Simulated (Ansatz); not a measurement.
System: Ti5Si12 (slab).

The calculation's input:

```
crystal:
  lattice:
    - [4.7597362629, 0.0, 0.0]
    - [0.0, 8.5162217912, 0.0]
    - [0.0, 0.0, 26.0573207569]
  atoms:
    - { symbol: Si, position: [0.2567125917, 0.25, 0.2878269823] }
    - { symbol: Si, position: [0.7567125917, 0.0, 0.2878269823] }
    - { symbol: Si, position: [0.9954929457, 0.75, 0.3155375328] }
    - { symbol: Si, position: [0.4954929457, 0.5, 0.3155375328] }
    - { symbol: Ti, position: [0.7522055374, 0.25, 0.341345806] }
    - { symbol: Ti, position: [0.2522055374, 0.0, 0.341345806] }
    - { symbol: Si, position: [0.5089181291, 0.75, 0.3671540793] }
    - { symbol: Si, position: [0.0089181291, 0.5, 0.3671540793] }
    - { symbol: Si, position: [0.2476984831, 0.25, 0.3948646298] }
    - { symbol: Si, position: [0.7476984831, 0.0, 0.3948646298] }
    - { symbol: Ti, position: [0.0044110748, 0.75, 0.420672903] }
    - { symbol: Ti, position: [0.5044110748, 0.5, 0.420672903] }
    - { symbol: Si, position: [0.7611236665, 0.25, 0.4464811763] }
    - { symbol: Si, position: [0.2611236665, 0.0, 0.4464811763] }
    - { symbol: Si, position: [0.4999040205, 0.75, 0.4741917267] }
    - { symbol: Si, position: [0.9999040205, 0.5, 0.4741917267] }
    - { symbol: Ti, position: [0.2566166122, 0.25, 0.5] }
    - { symbol: Ti, position: [0.7566166122, 0.0, 0.5] }
    - { symbol: Si, position: [0.013329204, 0.75, 0.5258082733] }
    - { symbol: Si, position: [0.513329204, 0.5, 0.5258082733] }
    - { symbol: Si, position: [0.7521095579, 0.25, 0.5535188237] }
    - { symbol: Si, position: [0.2521095579, 0.0, 0.5535188237] }
    - { symbol: Ti, position: [0.5088221496, 0.75, 0.579327097] }
    - { symbol: Ti, position: [0.0088221496, 0.5, 0.579327097] }
    - { symbol: Si, position: [0.2655347414, 0.25, 0.6051353702] }
    - { symbol: Si, position: [0.7655347414, 0.0, 0.6051353702] }
    - { symbol: Si, position: [0.0043150953, 0.75, 0.6328459207] }
    - { symbol: Si, position: [0.5043150953, 0.5, 0.6328459207] }
    - { symbol: Ti, position: [0.761027687, 0.25, 0.658654194] }
    - { symbol: Ti, position: [0.261027687, 0.0, 0.658654194] }
    - { symbol: Si, position: [0.5177402788, 0.75, 0.6844624672] }
    - { symbol: Si, position: [0.0177402788, 0.5, 0.6844624672] }
    - { symbol: Si, position: [0.2565206327, 0.25, 0.7121730177] }
    - { symbol: Si, position: [0.7565206327, 0.0, 0.7121730177] }
basis:
  ecutwfc: 500
kpoints:
  mp_grid: { grid: [7, 4, 1] }
hamiltonian:
  xc: r2scan
scf:
  occupations: { method: gaussian, width: 0.1 }
output:
  forces: true
  stress: true
  eigenvalues: true
  write_density: true
  write_potential: true
  elf: true
  volumetric_format: npy
efield:
  axis: 3
  dipole_correction: true
  ramp_width: 0.04
```

Launched as:

```sh
ansatz run input.yaml --threads 4 --pin off --max-ram 10240MiB --backend cpu --events-out ev --progress --plain --runs-dir out
```

Not relaxed (largest force 1.2 eV/Å); computed without spin polarisation.

Level of theory: Ansatz, DFT r2SCAN, scalar-relativistic, plane waves, PAW.

Predict the valence pseudo-density and electron localisation function between the atoms.

Answer. Ti–Si (2.74 Å): ρ is about 0.26 e/Å³ halfway; the ELF peaks at about 0.70 in the valence shell of Si, 1.0 Å from its nucleus, and is about 0.40 at the midpoint.

Does the calculation give a band gap?

Answer. It is gapless in this calculation (a metal or semimetal).

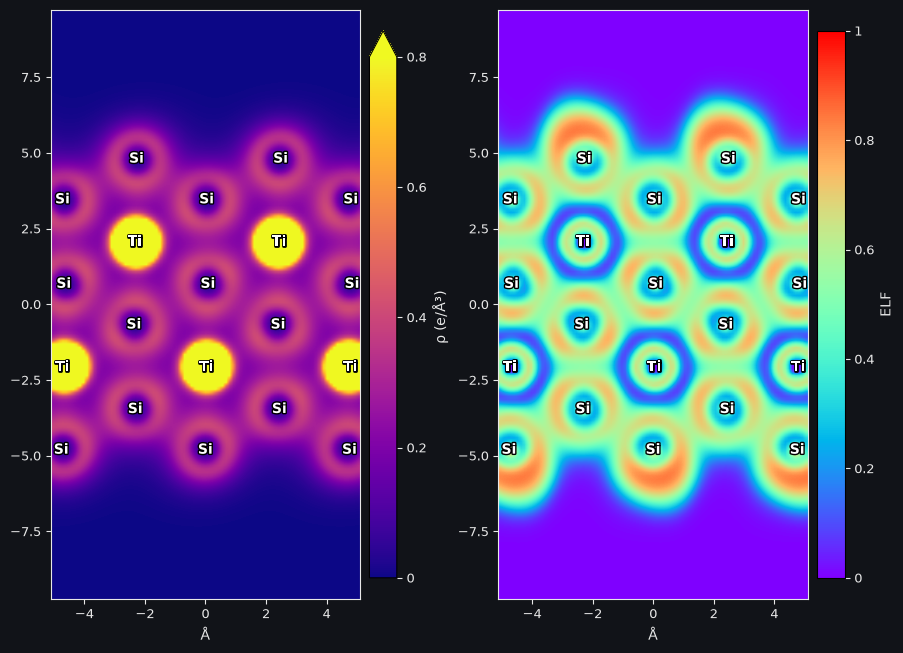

Computed valence pseudo-density and electron localisation function on the (010) plane of the calculation cell, a cut from vacuum to vacuum, in this order. 

Core electrons are frozen (PAW), and the valence fields are smoothed inside the atomic spheres.
